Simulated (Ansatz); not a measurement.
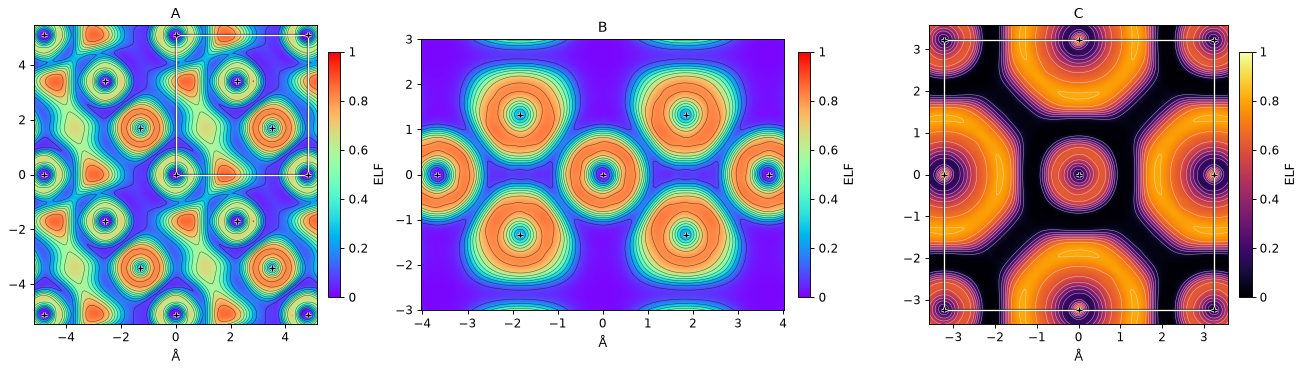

The ELF of 3 systems, each on a plane through atoms (crosses mark nuclei in the plane).

The calculation used DFT r2SCAN, scalar-relativistic, plane waves, PAW in Ansatz 0.2.0.

System 1: NaI, the (010) plane of the conventional cell. Space group Fm-3m.

```
Na I
1.0
     6.46678    0.00000    0.00000
     0.00000    6.46678    0.00000
     0.00000    0.00000    6.46678
Na I
4 4
Direct
  0.00000 0.00000 0.00000
  0.50000 0.50000 0.00000
  0.50000 0.00000 0.50000
  0.00000 0.50000 0.50000
  0.50000 0.00000 0.00000
  0.00000 0.50000 0.00000
  0.00000 0.00000 0.50000
  0.50000 0.50000 0.50000
```

System 2: Ti$_{2}$O, the (110) plane of the conventional cell. Space group P-3m1; computed without spin polarisation.

```yaml
crystal:
  lattice:
    - [2.95143, 0.00000, 0.00000]
    - [-1.47572, 2.55602, 0.00000]
    - [0.00000, 0.00000, 4.81400]
  atoms:
    - { symbol: Ti, position: [0.66667, 0.33333, 0.26889] }
    - { symbol: Ti, position: [0.33333, 0.66667, 0.73111] }
    - { symbol: O, position: [0.00000, 0.00000, 0.00000] }
```

System 3: ZrO$_{2}$, the (100) plane of the conventional cell. Space group I4/mmm; changed on purpose from its base cell (strain +0.025 along x and y, +0.050 along z, atoms carried along); computed pressure about −19 GPa in this cell.

```
Zr O
1.0
     2.59837   -2.59837    0.00000
     2.59837    2.59837    0.00000
     0.00000    0.00000    5.32350
Zr O
2 4
Direct
  0.00000 0.00000 0.00000
  0.50000 0.50000 0.50000
  0.00000 0.50000 0.25000
  0.50000 0.00000 0.75000
  0.50000 0.00000 0.25000
  0.00000 0.50000 0.75000
```

### Match each panel to its system.

Panel A is system 2, Ti$_{2}$O: the plane holds Ti and O. Ti–O (2.14 Å): the ELF peaks at about 0.80 in the valence shell of O, 0.6 Å from its nucleus, and is about 0.10 at the midpoint (no localised pair shows between them). Panel B is system 3, ZrO$_{2}$: the plane holds Zr and O. Zr–O (2.27 Å): the ELF peaks at about 0.85 in the valence shell of O, 0.7 Å from its nucleus, and drops to about 0.15 between the two atoms; no localised pair shows between them. Panel C is system 1, NaI: the plane holds Na and I. Na–I (3.23 Å): the ELF peaks at about 0.80 in the valence shell of I, 1.3 Å from its nucleus, and falls to about 0 next to Na (a largely ionic contact).
